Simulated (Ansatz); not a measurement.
The compound is TiTe₂ (space group P-3m1, No. 164), taken as a calculation's input that goes back to an entry of the Crystallography Open Database (an earlier step may have relaxed or displaced it).

Space group P-3m1 (No. 164). a = 3.777 Å, b = 3.777 Å, c = 6.498 Å, α = 90.00°, β = 90.00°, γ = 120.00°

| atom | site | symmetry | x | y | z |
| --- | --- | --- | --- | --- | --- |
| Ti | 1a | -3m. | 0.0000 | 0.0000 | 0.0000 |
| Te | 2d | 3m. | 0.6667 | 0.3333 | 0.2628 |

Describe the stacking along c, with columns A (0, 0), B (1/3, 2/3), C (2/3, 1/3) of the hexagonal mesh.

Ti(A) – Te(C) – Te(B) (three layers in 6.50 Å).

Te layers alone: CB, the hexagonal close-packed type.

Ti: one octahedral site (per hexagonal cell). One of the two gaps between Te layers is empty, 3.08 Å wide.

Polytype symbol 1T, the symbol of a layered MX2 polytype (number of slabs in the repeat and lattice).

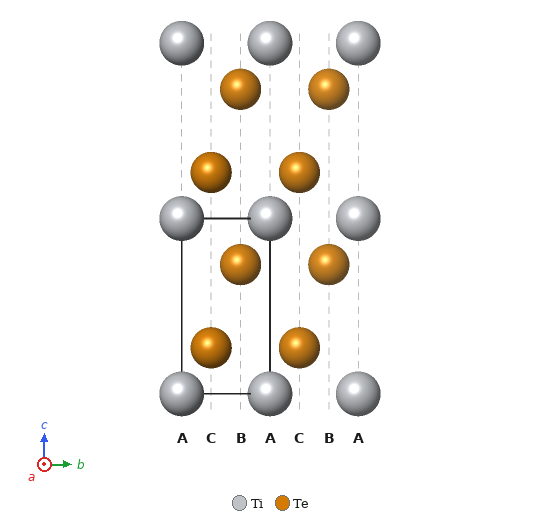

Projection along an edge of the hexagonal mesh, stacking direction c upwards. The dashed lines mark the three columns A (0, 0), B (1/3, 2/3) and C (2/3, 1/3). The sequence starts with the first layer at or above the cell's origin.
